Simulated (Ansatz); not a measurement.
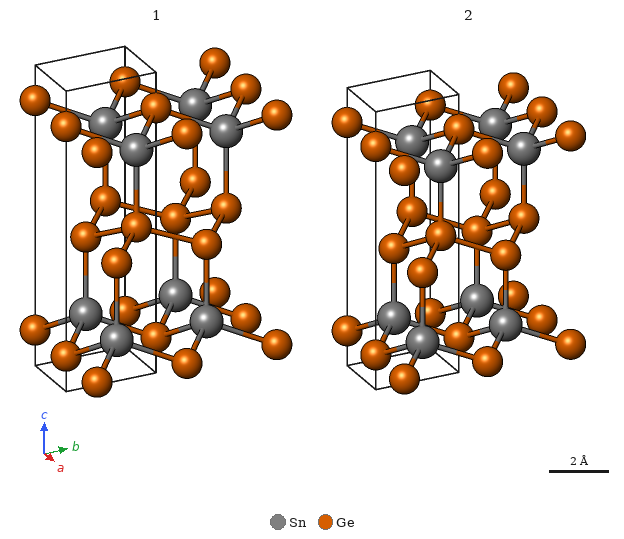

Two geometries of solid SnGe2 (a generated structure, set up in P-3m1) (coarse preliminary run), drawn at one scale. One is the start of a relaxation, the other its converged end. Style: ball-and-stick. Shown: the cell of the calculation, repeated 2 × 2 × 1 with one cell outlined, slightly off an axis.

Computed with DFT PBE, scalar-relativistic, plane waves, PAW (Ansatz). Set-up: plane-wave cutoff 420 eV; k-point mesh 6 × 6 × 2; occupations gaussian; smearing width 0.1 eV; no spin polarisation; cell and atoms relaxed; force threshold 0.04 eV/Å; at most 70 steps.

Which of the two is the end point?

Answer. Structure 1 is the relaxed one. Over 4 accepted moves (6 points after the start) the energy falls by 331 meV per atom. Largest force component: 1.6 eV/Å at the start, 0.02 eV/Å at the end. The pressure goes from 20.61 to 0.02 GPa. The SCF was repeated twice at an unchanged geometry on a basis and grid sized afresh for the cell, which shifted the energy by 3.3 meV per atom at most. The largest moves relative to the cell, 0.074 Å, are those of Ge atoms. By element the largest moves are Ge 0.074 Å, Sn 0.001 Å. The volume changes by +26.4 %, with a = b 3.975 → 4.298 Å (+8.1 %), c 9.738 → 10.532 Å (+8.2 %). Some distances before and after: Ge–Sn 2.434 → 2.698 Å, Ge–Sn 2.434 → 2.658 Å, Ge–Ge 2.434 → 2.591 Å, Ge–Ge 2.434 → 2.485 Å. Among the angles between lasting bonds that change: Sn–Ge–Ge 109.5° → 106.7°, Ge–Ge–Ge 109.5° → 112.1°. The space group stays P-3m1 (No. 164). Cost: 32 s on 1 thread of Intel(R) Xeon(R) Platinum 8488C (Sapphire Rapids), with other jobs on the host, peak memory 0.53 GiB.
